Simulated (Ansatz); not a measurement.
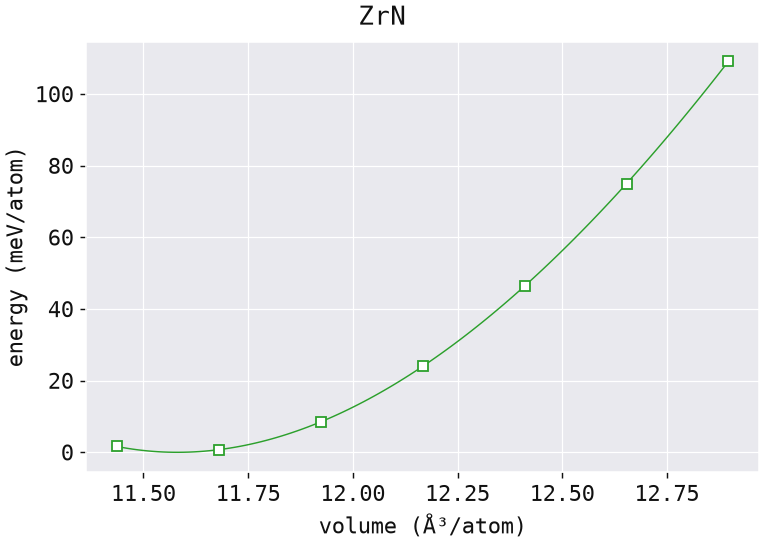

Plotted: energy against volume for ZrN, space group Fm-3m (No. 225).

Cell as given: a = 3.253 Å, b = 3.253 Å, c = 3.253 Å, α = 60.00°, β = 60.00°, γ = 60.00°; 2 atoms.

How it was computed, with Ansatz 0.2.0: all-electron LAPW DFT, no spin polarisation; energies at scaled volumes of the given cell, shape and fractions fixed, counted from the fit's minimum, third-order Birch-Murnaghan fit. Level: LDA.

| setting | value |
| --- | --- |
| k mesh | 10×10×10 |
| occupations | Fermi–Dirac |
| smearing width | 0.05 eV |
| potentials | all electron LAPW, scalar relativistic |
| program settings | basis error eV/atom 0.001 |

Give the values behind the plot as a table.

```tsv
volume (Å³/atom)	energy (meV/atom)
11.44	2
11.68	1
11.92	8
12.17	24
12.41	46
12.65	75
12.90	109
```
